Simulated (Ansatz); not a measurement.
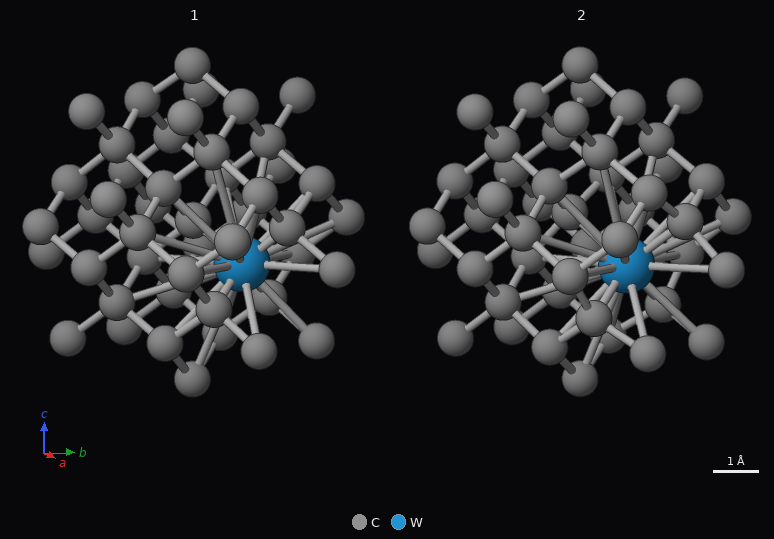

Two geometries of a defect cell of composition C63W, drawn at one scale. One is the start of a relaxation, the other its converged end. A ball-and-stick model of the atoms within 4.2 Å of the atom that moves most (axes of the cell of the calculation (origin shifted)), seen slightly off an axis.

Computed with DFT, PBEsol, PAW, plane waves (Ansatz). Settings: plane-wave cutoff 420 eV; k-point mesh 1 × 1 × 1; mesh shifted by (0.25, 0.25, 0.25); collinear spin; atoms relaxed in a fixed cell; force threshold 0.03 eV/Å; at most 80 steps.

Q: Which geometry has the lower energy?

A: Structure 2 is the relaxed one. The largest moves, 0.32 Å, are those of C atoms. Largest moves by element: C 0.32 Å, W 0.07 Å. The lattice vectors keep their values. Near-neighbour distances that change, for instance: C–W 1.522 → 1.873 Å, C–W 1.550 → 1.853 Å, C–W 2.476 → 2.612 Å, C–W 2.499 → 2.612 Å. Among the angles between lasting bonds that change: C–C–W 112.4° → 101.1°, C–C–W 111.2° → 100.2°, C–C–W 108.7° → 98.0°. The energy falls by 16.702 eV per cell of the calculation in 7 geometry steps. Largest force component: 17 eV/Å at the start, 0.0083 eV/Å at the end. Cost: 46 s on 7 threads of Arm Neoverse-V2, peak memory 1.2 GiB.

Limits of the set-up: the periodic images lie only 7.1 Å apart, so the values are limited by the cell's size.
